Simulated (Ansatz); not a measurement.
**Hf16O31: geometry relaxation (part 3 of 3)**

Hf16O31 (defect cell, 47 atoms in the cell); DFT PBE, scalar-relativistic, plane waves, PAW, spin-polarised (Ansatz 0.2.0); cutoff 420 eV, 2×2×2 k-mesh, Gaussian smearing of 0.05 eV, collinear spins. The structure derives from a Materials Project entry.

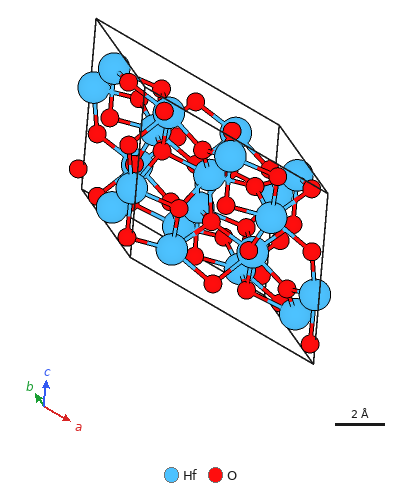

Figure 1. The geometry at step 5 of the log (ball-and-stick view of the cell of the calculation, seen slightly off an axis).

Output, continued
```
--- Forces (eV/Å), atoms counted from 1 ---
  atom   1  Hf     0.02357626    -0.00789595     0.00914639
  atom   2  Hf     0.00558677    -0.00275910     0.00519531
  atom   3  Hf    -0.00382721     0.00369936    -0.00543247
  atom   4  Hf     0.00080537    -0.00025194     0.00259593
  atom   5  Hf    -0.00744852    -0.00151207     0.00301736
  atom   6  Hf    -0.00277464    -0.01017856    -0.01077963
  atom   7  Hf    -0.00025679     0.00248199    -0.00513917
  atom   8  Hf    -0.00203668     0.00637156     0.00432850
  atom   9  Hf    -0.00802779     0.01638350     0.00746217
  atom  10  Hf     0.00220890    -0.00050893    -0.00651076
  atom  11  Hf    -0.00421236    -0.00786148    -0.00004028
  atom  12  Hf     0.00772486    -0.00030759     0.00157688
  atom  13  Hf    -0.00196894    -0.01440242    -0.00237259
  atom  14  Hf    -0.00264439    -0.00044845    -0.00341577
  atom  15  Hf     0.00108760     0.00284042    -0.00572890
  atom  16  Hf     0.00611432     0.00751688     0.00878935
  atom  17  O      0.00470755     0.00188536     0.00416168
  atom  18  O     -0.00102943     0.00355660    -0.00201678
  atom  19  O     -0.00272706    -0.00039618    -0.00684834
  atom  20  O     -0.00678776    -0.01090653    -0.02475157
  atom  21  O     -0.00518747     0.00076756     0.01416309
  atom  22  O      0.00102367     0.00363576     0.00308391
  atom  23  O      0.00309425     0.00334566     0.00253873
  atom  24  O     -0.00834230     0.00235207     0.00914812
  atom  25  O      0.00136577     0.00010232     0.00239151
  atom  26  O      0.00571141    -0.00481448    -0.00209818
  atom  27  O     -0.00246621    -0.00506563    -0.00134219
  atom  28  O      0.00117917     0.00767899     0.00021755
  atom  29  O      0.00740601    -0.00448824     0.00779533
  atom  30  O     -0.00169143    -0.00066727    -0.00230177
  atom  31  O     -0.00029159    -0.00147805    -0.00288353
  atom  32  O     -0.00321823     0.00709301    -0.00229658
  atom  33  O     -0.00220985     0.00422144    -0.00033449
  atom  34  O     -0.00056075    -0.00760674     0.00224804
  atom  35  O      0.00237332    -0.00155005     0.00128813
  atom  36  O     -0.00296115     0.02317209     0.00062166
  atom  37  O      0.00123733    -0.00103741    -0.00157725
  atom  38  O     -0.00250641    -0.00171663    -0.00057727
  atom  39  O     -0.00368275     0.00134554     0.00099942
  atom  40  O     -0.00044050     0.00329486     0.00278452
  atom  41  O      0.01094076    -0.00586196    -0.00097273
  atom  42  O     -0.00783271    -0.00714265    -0.00183552
  atom  43  O     -0.00137350     0.00082833    -0.00201119
  atom  44  O      0.00680656    -0.00571341    -0.00571140
  atom  45  O      0.00108376     0.00177554    -0.00164968
  atom  46  O     -0.00414206    -0.00165783     0.00859519
  atom  47  O     -0.00342424     0.00190349    -0.00350525
  max |Σ_I F_I| component: 3.91e-5 eV/Å
--- Relaxed structure (5 steps of the walk, 5 accepted, 0 SCFs on fresh bases) ---
  F+E_penalty+E_count = -269213.87003393 eV   max|allowed force component| = 2.475e-2 eV/Å
  atoms:
    - { symbol: Hf, position: [0.25187582669474506, 0.1377492014561321, 0.1492316714898182] }
    - { symbol: Hf, position: [0.7568463395603651, 0.6385491332127092, 0.15046866844308762] }
    - { symbol: Hf, position: [0.7551218332842682, 0.13856502200232354, 0.649681035011213] }
    - { symbol: Hf, position: [0.2546526439335381, 0.6373899481479913, 0.6502903756854337] }
    - { symbol: Hf, position: [0.007885134705457097, 0.10831167966166799, 0.3676394636338994] }
    - { symbol: Hf, position: [0.503902992571996, 0.6051932408368431, 0.3659282050621575] }
    - { symbol: Hf, position: [0.5060585792141996, 0.10566381781383824, 0.8672790226850415] }
    - { symbol: Hf, position: [0.004273080853023248, 0.6055517715825371, 0.8669891001760509] }
    - { symbol: Hf, position: [0.9924314001880465, 0.386472865081501, 0.13323721959243168] }
    - { symbol: Hf, position: [0.48753401756441744, 0.8882569042217762, 0.13147002220931386] }
    - { symbol: Hf, position: [0.4850106162251989, 0.38791435568047283, 0.6313320796912857] }
    - { symbol: Hf, position: [0.986444532762882, 0.8885163035368534, 0.6308736830268806] }
    - { symbol: Hf, position: [0.735070840085049, 0.35487862534970055, 0.3476102982487038] }
    - { symbol: Hf, position: [0.23765814106696745, 0.8547319506996165, 0.3481514204957432] }
    - { symbol: Hf, position: [0.23784669860376834, 0.3564950284199608, 0.8535509870477929] }
    - { symbol: Hf, position: [0.736279147881362, 0.8547385125484246, 0.8478653885621849] }
    - { symbol: O, position: [0.7259119611724955, 0.8742957800705509, 0.2223050897931943] }
    - { symbol: O, position: [0.7238252239883478, 0.373726260466123, 0.719062590738377] }
    - { symbol: O, position: [0.22408113841082036, 0.8730043374167517, 0.7204049825767637] }
    - { symbol: O, position: [0.9745841721487938, 0.0028656647206714014, 0.10087810644607914] }
    - { symbol: O, position: [0.47690464426567797, 0.502734476551989, 0.1036795212239589] }
    - { symbol: O, position: [0.47550385858489097, 0.0022721532074847436, 0.6013422818962311] }
    - { symbol: O, position: [0.9743274736794194, 0.5019723929421782, 0.6007844137028422] }
    - { symbol: O, position: [0.47383346717431474, 0.11398545151324807, 0.09534555263040909] }
    - { symbol: O, position: [0.9747647318783084, 0.6127937022178253, 0.09662377340620867] }
    - { symbol: O, position: [0.9748591607046815, 0.11546872235854444, 0.5967938333305729] }
    - { symbol: O, position: [0.4739808509060215, 0.613751023495046, 0.5958553922750895] }
    - { symbol: O, position: [0.7262906348235401, 0.3781982288171558, 0.11066156408983581] }
    - { symbol: O, position: [0.2235509929176291, 0.8781256527337851, 0.10984058162909033] }
    - { symbol: O, position: [0.22560393010931884, 0.3790565121167366, 0.6130473114358392] }
    - { symbol: O, position: [0.7240379282093483, 0.8784497607332477, 0.6094946328049158] }
    - { symbol: O, position: [0.2682225202612846, 0.12678773122829454, 0.4035858589843969] }
    - { symbol: O, position: [0.7685187236402646, 0.6279412243801816, 0.4039546822980241] }
    - { symbol: O, position: [0.7675741803160899, 0.12764055484845405, 0.9028954751689479] }
    - { symbol: O, position: [0.26620554954278863, 0.6278191594340491, 0.9030064419462447] }
    - { symbol: O, position: [0.5092444688823186, 0.36438119494933385, 0.3820270892521679] }
    - { symbol: O, position: [0.0178862836673635, 0.8637782897749866, 0.388976521516487] }
    - { symbol: O, position: [0.016993868991462602, 0.36471948056235304, 0.8917880922139474] }
    - { symbol: O, position: [0.5163022260211036, 0.8635960760047311, 0.8885072617353676] }
    - { symbol: O, position: [0.6483061266692279, 0.12329951243658742, 0.39672552671250083] }
    - { symbol: O, position: [0.15624704731022324, 0.6194008981186242, 0.39517343096116064] }
    - { symbol: O, position: [0.14811674791938345, 0.1252355306774287, 0.9002710009542307] }
    - { symbol: O, position: [0.6507494833132643, 0.6232521091743373, 0.8975149440114197] }
    - { symbol: O, position: [0.9010362190452358, 0.2541469724246238, 0.27700012805637453] }
    - { symbol: O, position: [0.397943939249844, 0.7503600168818694, 0.2735226795528166] }
    - { symbol: O, position: [0.3999139590123534, 0.25284114808477687, 0.7782205348863127] }
    - { symbol: O, position: [0.9009232881889014, 0.7539817886056834, 0.777098797309157] }
--- Löwdin populations: 47 sites ---
  site symbol       q [e]    m [muB]
     0     Hf     24.7593     0.0000
     1     Hf     24.5871    -0.0000
     2     Hf     24.5816    -0.0000
     3     Hf     24.5826    -0.0000
     4     Hf     24.6266     0.0000
     5     Hf     24.7806    -0.0000
     6     Hf     24.5839    -0.0000
     7     Hf     24.5825    -0.0000
     8     Hf     24.7580    -0.0000
     9     Hf     24.5874     0.0000
    10     Hf     24.5912    -0.0000
    11     Hf     24.5843    -0.0000
    12     Hf     24.5797     0.0000
    13     Hf     24.5826     0.0000
    14     Hf     24.6197    -0.0000
    15     Hf     24.5842     0.0000
    16      O      6.6701     0.0000
    17      O      6.6676    -0.0000
    18      O      6.6690     0.0000
    19      O      6.6507     0.0000
    20      O      6.6522    -0.0000
    21      O      6.6655    -0.0000
    22      O      6.6676    -0.0000
    23      O      6.6634     0.0000
    24      O      6.6613     0.0000
    25      O      6.6650     0.0000
    26      O      6.6569     0.0000
    27      O      6.6648    -0.0000
    28      O      6.6658     0.0000
    29      O      6.6589     0.0000
    30      O      6.6643    -0.0000
    31      O      6.6549     0.0000
    32      O      6.6603    -0.0000
    33      O      6.6611    -0.0000
    34      O      6.6609    -0.0000
    35      O      6.6510     0.0000
    36      O      6.6621     0.0000
    37      O      6.6530    -0.0000
    38      O      6.6597    -0.0000
    39      O      6.6653    -0.0000
    40      O      6.6565     0.0000
    41      O      6.6531    -0.0000
    42      O      6.6663     0.0000
    43      O      6.6549     0.0000
    44      O      6.6562     0.0000
    45      O      6.6674    -0.0000
    46      O      6.6638    -0.0000
  spilling = 0.002557 (of n_electrons = 602.000000)
settings of this run that can trade accuracy for cost: output.eigenvalues: false. Do not mix this run's numbers with those of runs without the same settings; the input reference describes each key
```

Trajectory as extended XYZ (Å, eV, eV/Å), 2 of the 5 frames kept, from step=1 to step=5
```
47
Lattice="-5.2195 5.0048 5.0327 5.2195 -5.0048 5.0327 5.2195 5.0048 -5.0327" Properties=species:S:1:pos:R:3:forces:R:3 step=1 energy=-269213.43934
Hf    0.1701    1.3473    1.2072   -0.0337  -0.8220   0.0752
Hf    0.1723    1.3387    6.2478    0.4078  -0.1325   0.2357
Hf    0.1723    6.3434    1.2151   -0.2959   0.3015  -0.0735
Hf    5.3917    1.3387    1.2151   -0.0178   0.2218   0.1674
Hf    2.4375    1.3387   -1.3013    0.0261  -0.1892   0.4581
Hf    2.4171    1.2963    3.7005    0.2441   0.3071   0.3977
Hf    2.4375    6.3434   -1.3013   -0.2755  -0.0115  -0.1479
Hf    7.6569    1.3387   -1.3013   -0.0453  -0.0919   0.2631
Hf   -2.3950    3.5932    6.2284   -1.1958   1.3350   0.4605
Hf    2.7820   -1.3387    6.2478   -0.2311   0.0081   0.2503
Hf    2.7820    3.6661    1.2151    0.1848  -0.4153   0.1341
Hf    2.7820    3.6661    6.2478   -0.1115  -0.4074  -0.1711
Hf   -0.1723    3.6661    3.7314   -0.1566   0.2999   0.2740
Hf    5.0472   -1.3387    3.7314    0.0854   0.1548   0.0403
Hf    5.0472    3.6661   -1.3012    0.2343  -0.3543  -0.3646
Hf    5.0472    3.6661    3.7314   -0.1744  -0.7529   0.1161
O     1.9201    0.3571    6.9414    0.0049   0.0270  -0.1859
O     1.9201    5.3619    1.9087    0.1246  -0.1694  -0.0638
O     7.1396    0.3571    1.9087   -0.0236   0.0976   0.0570
O    -4.5083    5.2967    4.3770   -0.1157   1.4039   0.9037
O     0.6682    0.3334    4.4211    0.3521   0.6378   0.0716
O     0.6896    5.3619   -0.6076   -0.0246  -0.0266  -0.0419
O     0.6896    5.3619    4.4251   -0.1385  -0.0238  -0.1227
O    -1.3886    2.3028    2.4776    0.0981  -0.1640  -0.0611
O    -1.3886    2.3028    7.5102    0.3923  -0.4059   0.0022
O    -1.3886    7.3075    2.4776    0.0500  -0.2976   0.0337
O     3.8767    2.2766    2.5111   -0.8250  -0.0311  -0.7157
O    -1.2211    2.3028    4.9939    0.0517  -0.2442  -0.1340
O     3.9984   -2.7020    4.9939   -0.0157  -0.1547  -0.1869
O     3.9984    2.3028   -0.0388   -0.1378   0.0055   0.0288
O     3.9984    2.3028    4.9939    0.0286  -0.1019   0.1315
O     1.3479    2.7107   -0.0566    0.2538   0.0100   0.2947
O     1.3886    2.7020    4.9939   -0.2329  -0.1395  -0.2321
O     1.3886    7.7068   -0.0388    0.0544  -0.2320  -0.0730
O     6.6081    2.7020   -0.0388    0.0072   0.0305  -0.1073
O     1.1924    2.7001    2.5017    0.5054  -0.5435  -0.7307
O     6.4405   -2.3028    2.4776   -0.0852   0.0728  -0.1031
O     6.4696    2.7006   -2.5632   -0.1400   0.2143  -0.0364
O     6.4405    2.7020    2.4776    0.2478   0.0608  -0.1522
O    -0.6896    4.6476    1.9087    0.0295  -0.0893   0.0941
O     4.5240   -0.3578    1.8869   -0.2556  -0.1990   0.1774
O     4.5097    4.6089   -3.1232    0.9237   1.0617  -0.2781
O     4.5298    4.6476    1.9087   -0.2078  -0.1001  -0.2000
O    -1.9789    4.6321    4.4494    0.8343  -0.1747  -0.3682
O     3.3043   -0.3580    4.4363   -0.1485  -0.0220  -0.2407
O     3.2994    4.6476   -0.6076   -0.1417  -0.0744   0.1600
O     3.2994    4.6476    4.4251   -0.1107   0.1205  -0.0375
47
Lattice="-5.2195 5.0048 5.0327 5.2195 -5.0048 5.0327 5.2195 5.0048 -5.0327" Properties=species:S:1:pos:R:3:forces:R:3 step=5 energy=-269213.87003
Hf    0.1832    1.3180    1.2098    0.0236  -0.0079   0.0091
Hf    0.1679    1.3451    6.2653    0.0056  -0.0028   0.0052
Hf    0.1729    6.3372    1.2280   -0.0038   0.0037  -0.0054
Hf    5.3918    1.3390    1.2167    0.0008  -0.0003   0.0026
Hf    2.4431    1.3373   -1.2654   -0.0074  -0.0015   0.0030
Hf    2.4386    1.3245    3.7401   -0.0028  -0.0102  -0.0108
Hf    2.4369    6.3444   -1.2861   -0.0003   0.0025  -0.0051
Hf    7.6636    1.3298   -1.2942   -0.0020   0.0064   0.0043
Hf   -2.4674    3.6995    6.2691   -0.0080   0.0164   0.0075
Hf    2.7778   -1.3475    6.2623    0.0022  -0.0005  -0.0065
Hf    2.7884    3.6456    1.2159   -0.0042  -0.0079   0.0000
Hf    2.7817    3.6475    6.2611    0.0077  -0.0003   0.0016
Hf   -0.1701    3.6425    3.7360   -0.0020  -0.0144  -0.0024
Hf    5.0380   -1.3459    3.7455   -0.0026  -0.0004  -0.0034
Hf    5.0744    3.6780   -1.3045    0.0011   0.0028  -0.0057
Hf    5.0437    3.6505    3.7401    0.0061   0.0075   0.0088
O     1.9348    0.3700    6.9345    0.0047   0.0019   0.0042
O     1.9258    5.3509    1.9048   -0.0010   0.0036  -0.0020
O     7.1472    0.3577    1.8957   -0.0027  -0.0004  -0.0068
O    -4.5453    5.3681    4.4115   -0.0068  -0.0109  -0.0248
O     0.6760    0.3896    4.4084   -0.0052   0.0008   0.0142
O     0.6687    5.3780   -0.6219    0.0010   0.0036   0.0031
O     0.6703    5.3708    4.4062    0.0031   0.0033   0.0025
O    -1.3806    2.2781    2.4785   -0.0083   0.0024   0.0091
O    -1.3850    2.2952    7.5034    0.0014   0.0001   0.0024
O    -1.3706    7.2879    2.4838    0.0057  -0.0048  -0.0021
O     3.8396    2.2826    2.4755   -0.0025  -0.0051  -0.0013
O    -1.2393    2.2960    5.0016    0.0012   0.0077   0.0002
O     3.9898   -2.7263    4.9916    0.0074  -0.0045   0.0078
O     4.0007    2.3002   -0.0422   -0.0017  -0.0007  -0.0023
O     3.9872    2.2776    4.9974   -0.0003  -0.0015  -0.0029
O     1.3683    2.7277   -0.0432   -0.0032   0.0071  -0.0023
O     1.3747    2.7253    4.9950   -0.0022   0.0042  -0.0003
O     1.3725    7.7215   -0.0387   -0.0006  -0.0076   0.0022
O     6.6006    2.7095   -0.0452    0.0024  -0.0015   0.0013
O     1.2379    2.6370    2.4741   -0.0030   0.0232   0.0006
O     6.4454   -2.2868    2.4795    0.0012  -0.0010  -0.0016
O     6.4696    2.7229   -2.5670   -0.0025  -0.0017  -0.0006
O     6.4502    2.7086    2.4730   -0.0037   0.0013   0.0010
O    -0.6696    4.6131    1.8867   -0.0004   0.0033   0.0028
O     4.4800   -0.3402    1.9148    0.0109  -0.0059  -0.0010
O     4.5795    4.6202   -3.1551   -0.0078  -0.0071  -0.0018
O     4.5410    4.6295    1.8947   -0.0014   0.0008  -0.0020
O    -1.9306    4.6238    4.4196    0.0068  -0.0057  -0.0057
O     3.2671   -0.3948    4.4025    0.0011   0.0018  -0.0016
O     3.2943    4.6309   -0.6314   -0.0041  -0.0017   0.0086
O     3.2891    4.6246    4.4177   -0.0034   0.0019  -0.0035
```
